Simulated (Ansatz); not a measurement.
# VBiO: density-of-states calculation (part 2 of 2)

VBiO (P4/nmm, 6 atoms in the cell); DFT with PBE, PAW plane waves, spin–orbit coupling (Ansatz 0.2.0); cutoff 420 eV, 5×5×3 k-mesh, Gaussian smearing of 0.1352 eV. The structure is a generated one, with these elements put on the sites of a known structure type; it need not be a known phase. It belongs to a series of runs on one base structure; here: another self-consistent electronic state.

### Output, continued
```
  k-point 1: bands = ["-49.9880", "-49.9880", "-47.5610", "-47.5610", "-24.2127", "-24.2127", "-23.9785", "-23.9785", "-23.6012", "-23.6012", "-21.6901", "-21.6900", "-21.5523", "-21.5523", "-21.0608", "-21.0608", "-10.4703", "-10.4703", "-10.3364", "-10.3364", "-10.3330", "-10.3330", "-10.2816", "-10.2816", "-7.8677", "-7.8677", "-7.6615", "-7.6615", "-7.4706", "-7.4706", "-7.3802", "-7.3802", "-7.3539", "-7.3539", "-7.2924", "-7.2924", "-7.2741", "-7.2741", "-3.6110", "-3.6110", "1.8704", "1.8704", "5.0625", "5.0625", "6.6646", "6.6646", "7.1437", "7.1437", "9.7643", "9.7644", "10.1058", "10.1058", "10.3726", "10.3726", "10.5895", "10.5895", "12.6587", "12.6588", "13.4446", "13.4446", "13.4682", "13.4682", "13.9414", "13.9414", "14.1624", "14.1624", "14.4801", "14.4801", "15.2715", "15.2716", "15.3631", "15.3631", "15.7805", "15.7805", "16.0885", "16.0885", "16.7151", "16.7152", "16.8506", "16.8506", "17.2623", "17.2624"]
  k-point 2: bands = ["-49.9880", "-49.9880", "-47.5610", "-47.5610", "-24.2127", "-24.2127", "-23.9785", "-23.9785", "-23.6012", "-23.6012", "-21.6901", "-21.6900", "-21.5523", "-21.5523", "-21.0608", "-21.0608", "-10.4703", "-10.4703", "-10.3364", "-10.3364", "-10.3330", "-10.3330", "-10.2816", "-10.2816", "-7.8677", "-7.8677", "-7.6615", "-7.6615", "-7.4706", "-7.4706", "-7.3802", "-7.3802", "-7.3539", "-7.3539", "-7.2924", "-7.2924", "-7.2741", "-7.2741", "-3.6110", "-3.6110", "1.8704", "1.8704", "5.0625", "5.0625", "6.6646", "6.6646", "7.1437", "7.1437", "9.7643", "9.7644", "10.1058", "10.1058", "10.3726", "10.3726", "10.5895", "10.5895", "12.6587", "12.6588", "13.4446", "13.4446", "13.4682", "13.4682", "13.9414", "13.9414", "14.1624", "14.1624", "14.4801", "14.4801", "15.2715", "15.2716", "15.3631", "15.3631", "15.7805", "15.7805", "16.0885", "16.0885", "16.7151", "16.7152", "16.8506", "16.8506", "17.2623", "17.2624"]
  k-point 74: bands = ["-49.9874", "-49.9874", "-47.5603", "-47.5603", "-24.2152", "-24.2152", "-23.9845", "-23.9845", "-23.6030", "-23.6030", "-21.6950", "-21.6950", "-21.5594", "-21.5594", "-21.0607", "-21.0606", "-10.4768", "-10.4768", "-10.3452", "-10.3452", "-10.3212", "-10.3212", "-10.2985", "-10.2985", "-8.0114", "-8.0114", "-7.7021", "-7.7021", "-7.4290", "-7.4290", "-7.3726", "-7.3726", "-7.3406", "-7.3406", "-7.3030", "-7.3030", "-6.4431", "-6.4431", "-4.0160", "-4.0160", "2.1084", "2.1084", "4.5993", "4.5993", "6.1478", "6.1478", "8.0648", "8.0648", "8.6552", "8.6553", "8.9719", "8.9720", "10.2165", "10.2165", "10.8648", "10.8648", "12.9868", "12.9869", "13.4541", "13.4542", "13.5931", "13.5932", "13.9846", "13.9847", "14.1238", "14.1239", "14.7169", "14.7169", "14.9884", "14.9885", "15.1524", "15.1524", "16.0311", "16.0311", "16.2628", "16.2629", "16.4651", "16.4652", "16.9444", "16.9444", "17.1784", "17.1785"]
--- Löwdin populations: 6 sites ---
  site symbol       q [e]
     0     Bi     14.2675
     1     Bi     14.2674
     2      O      6.7876
     3      O      6.7876
     4      V     12.6786
     5      V     12.6786
  spilling = 0.007833 (of n_electrons = 68.000000)
--- Bader charges: 6 sites ---
  site symbol  charge [e]  shift [e]  m_x [muB]  m_y [muB]  m_z [muB]
     0     Bi      0.7917     0.0009    -0.1016    -0.1016     0.0000
     1     Bi      0.7917     0.0009     0.1016     0.1016     0.0000
     2      O     -1.1727     0.0004    -0.0008     0.0008     0.0000
     3      O     -1.1728     0.0004     0.0008    -0.0008     0.0000
     4      V      0.3811     0.0013     1.9641     1.9644     0.0001
     5      V      0.3811     0.0013    -1.9641    -1.9644    -0.0006
  estimated error of the sums over rays = 5.4e-4 e
```

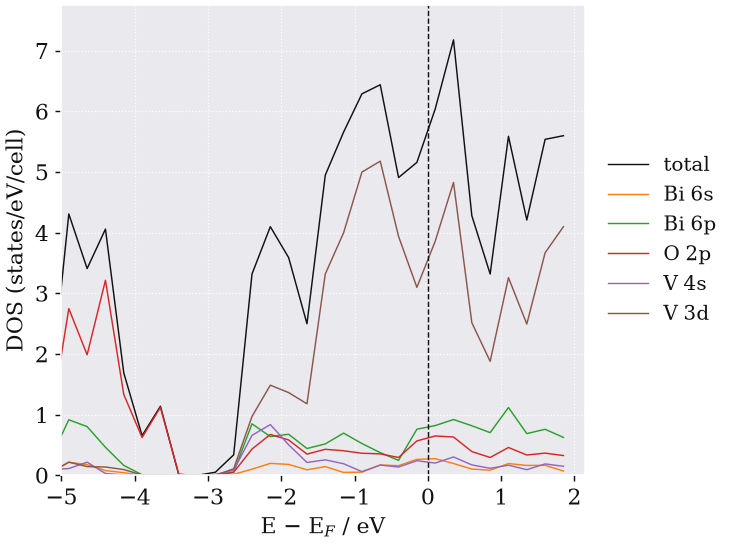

**Figure 1.** Density of states (projected on Löwdin-orthogonalised atomic shells), with energies from the Fermi level. There are states at the Fermi level: a metal at this level of theory. The curves stop near 1.8 eV above the Fermi level, where the computed bands end.

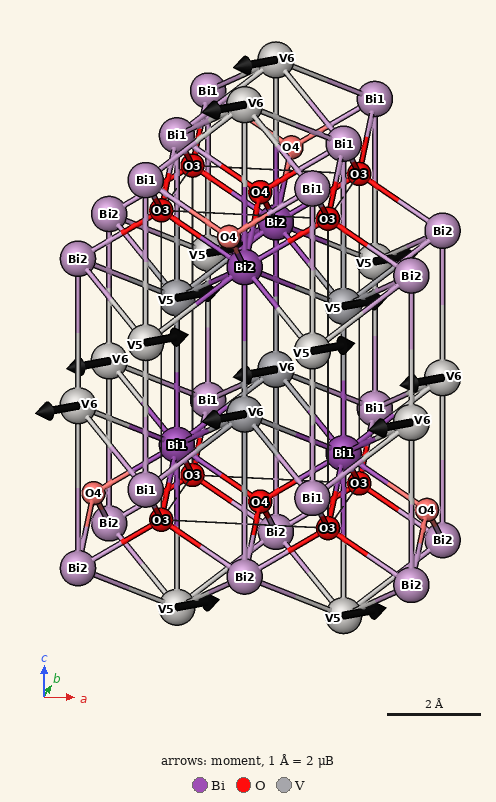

**Figure 2.** Magnetic moments of the sites as black arrows (ball-and-stick view of the cell of the calculation, seen slightly off an axis; neighbours outside the cell are drawn fainter; atoms are numbered from 1 in the order of the input); small moments hardly show. Site moments: V5, V6 (2.27 μB). They are counted near the atoms and needn't add up to the moment of the cell.

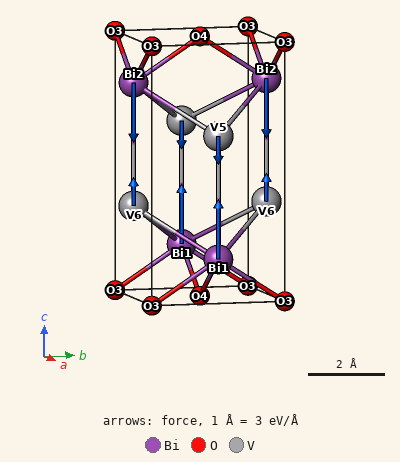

**Figure 3.** Forces on the atoms as blue arrows (ball-and-stick view of the cell of the calculation, seen slightly off an axis; atoms are numbered from 1 in the order of the input). The largest act on Bi1, Bi2 (4.87 eV/Å); V5, V6 (2.34 eV/Å). The geometry is not a stationary point of this energy.

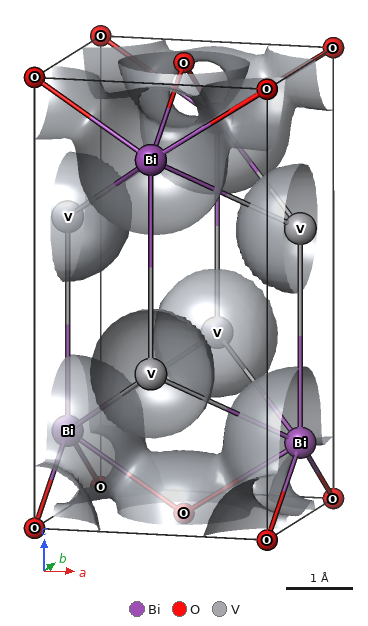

**Figure 4.** Isosurface of the valence charge density (pseudo) at 0.4 e/Å³ (grey), seen slightly off an axis. Sticks mark near contacts. The outline is the calculation cell. At this value the density is joined into sheets; it holds about 80 % of the electrons treated as valence (semicore included). It is pinched off along the V–Bi (2.90 Å) and V–Bi (3.31 Å) contacts. On the grid the lowest density along these lines, outside the cores, is 0.6 e/Å³ (Bi–O, 2.19 Å), 0.23 e/Å³ (V–Bi, 2.90 Å) and 0.13 e/Å³ (V–Bi, 3.31 Å). Core electrons are frozen (PAW), so the fields are smoothed inside the atomic spheres.

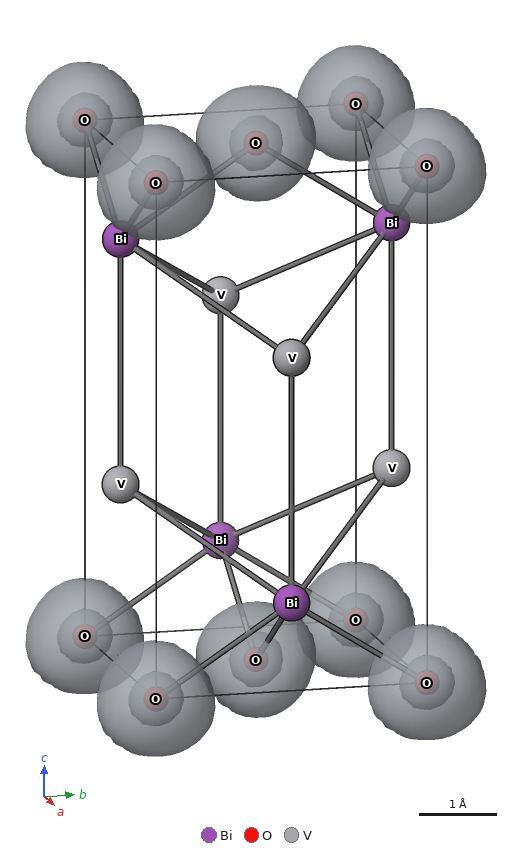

**Figure 5.** Isosurface of the electron localisation function at 0.7 (grey), seen slightly off an axis. Core shells and regions of very low density are left out. Sticks mark near contacts. The outline is the calculation cell. Along the contacts the grid gives the following. Bi–O (2.19 Å): the ELF peaks at about 0.80 in the valence shell of O, 0.6 Å from its nucleus, and drops to about 0.25 between the two atoms; a polar contact without a shared pair, in a metal. V–Bi (2.90 Å): the ELF is about 0.35 at the midpoint (no localised pair between them).

This output came from the following input.

### The input
```yaml
crystal:
  lattice:
    - [3.674576, 0.0, 0.0]
    - [0.0, 3.674576, 0.0]
    - [0.0, 0.0, 6.959125]
  atoms:
    - { symbol: Bi, position: [0.0, 0.5, 0.17] }
    - { symbol: Bi, position: [0.5, 0.0, 0.83] }
    - { symbol: O, position: [0.0, 0.0, 0.0] }
    - { symbol: O, position: [0.5, 0.5, 0.0] }
    - { symbol: V, position: [0.0, 0.5, 0.645], spin: 2, spin_axis: [0.0, 0.0, 1.0] }
    - { symbol: V, position: [0.5, 0.0, 0.355], spin: 2, spin_axis: [0.0, 0.0, 1.0] }
  symmetry: { detect: false }
kpoints:
  mp_grid: { grid: [5, 5, 3], shift: [0, 0, 0] }
magnetization:
  noncollinear: true
  spin_orbit: true
scf:
  occupations: { method: gaussian, width: 0.1352 }
  lower_state_search: "off"
  max_iter: 200
hamiltonian:
  pseudopotentials: { kind: paw_fr }
  xc: pbe
basis:
  ecutwfc: 420
  fft_grid_basis: typed
output:
  forces: true
  stress: true
  eigenvalues: true
  bader: true
  populations: true
  elf: true
  write_potential: true
  volumetric_format: npy
  dos:
    e_range: [-12, 8]
    de: 0.05
    projected: { site_lists: { Bi: [Bi], O: [O], V: [V] } }
    method: { smearing: { sigma: 0.1, scheme: gaussian } }
  write_density: true
checkpoint:
  read: saved_state
```

Command:
```bash
ansatz run input.yaml --threads 2 --pin off --max-ram 5120MiB --backend cpu --events-out ev --progress --plain --runs-dir out
```

### Summary

```tsv
quantity	value
outcome	converged
space group (tolerance 0.01 Å)	P4/nmm (129)
electrons treated	68
free energy	−31827.1434 eV
Fermi energy	14.912 eV
net moment of the cell	0.00 μB
integrated absolute moment	6.09 μB
pressure	27.72 GPa
electronic character	metal
largest force (length of the vector)	4.869 eV/Å
hardware	2 threads of Intel Xeon @ 2.90GHz (Ice Lake), 10 GiB of memory available, shared host
wall time	2.1 min (CPU time 4.7 min)
peak memory	1.4 GiB
```

### Remarks

Warnings of the run: the SCF threshold is looser than advised for the printed stress. This electronic state lies 4 meV per atom above the lowest one found. The cell is under a pressure of 28 GPa at this level, so it is not at its equilibrium volume.
